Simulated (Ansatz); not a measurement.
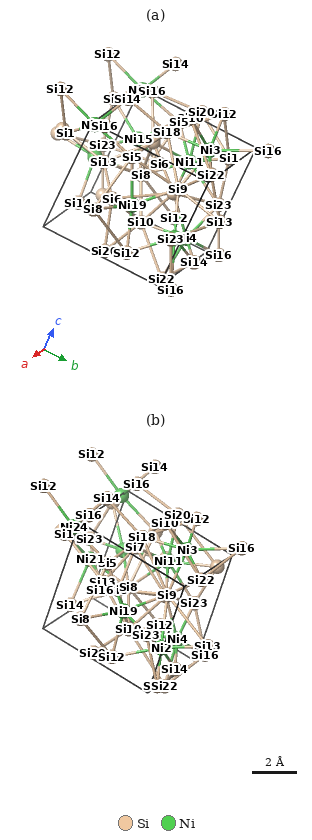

The structure of solid Si2Ni (a generated structure, set up in P1) (coarse preliminary run) before (top) and after (bottom) a relaxation, at one scale.

A ball-and-stick model of the cell of the calculation, reduced to other axes, seen from a free direction. Lengths and directions refer to the drawn axes.

Case: Ni and Si exchanged on 5 pairs of sites drawn at random in a supercell of the crystal, relaxed further on a centred mesh.

Method: Ansatz 0.2.0, DFT PBEsol, scalar-relativistic, plane waves, PAW. (plane-wave cutoff 420 eV; k-point mesh 4 × 3 × 3; occupations gaussian; smearing width 0.1 eV; no spin polarisation; cell and atoms relaxed; force threshold 0.04 eV/Å; at most 25 steps)

Describe what moved and what it gained.

The run was cut off at its time limit before the relaxation converged, so the last structure is only a point on the way. A Si atom moves most relative to the cell: 1.01 Å roughly along [−2 2 3]. By element the largest moves are Si 1.01 Å, Ni 0.57 Å. The drawn cell changes as follows: a 7.270 → 7.715 Å (+6.1 %), b 7.573 → 7.337 Å (−3.1 %), c 7.730 → 7.907 Å (+2.3 %), α 65.2° → 68.8°, β 63.7° → 58.2°, γ 64.9° → 61.5°; the volume changes by −0.1 %. Near-neighbour distances that change, for instance: Si–Si 4.184 → 2.914 Å, Ni–Si 3.582 → 2.343 Å, Si–Si 2.777 → 3.753 Å, Ni–Si 2.810 → 3.733 Å. New bonds form, among them: Ni–Si (3.58 → 2.34 Å). Among the angles between lasting bonds that change: Ni–Si–Ni 162.5° → 115.1°, Ni–Si–Si 177.8° → 134.9°, Ni–Si–Ni 144.1° → 105.8°. The space group stays P1 (No. 1). After 12 geometry steps the energy has fallen by 31.2 meV per atom. The largest force component goes from 0.29 to 0.17 eV/Å. Pressure: 0.28 GPa at the start and 0.10 GPa at the end.

Limits of the set-up: an element that often carries a moment was run without spin polarisation.
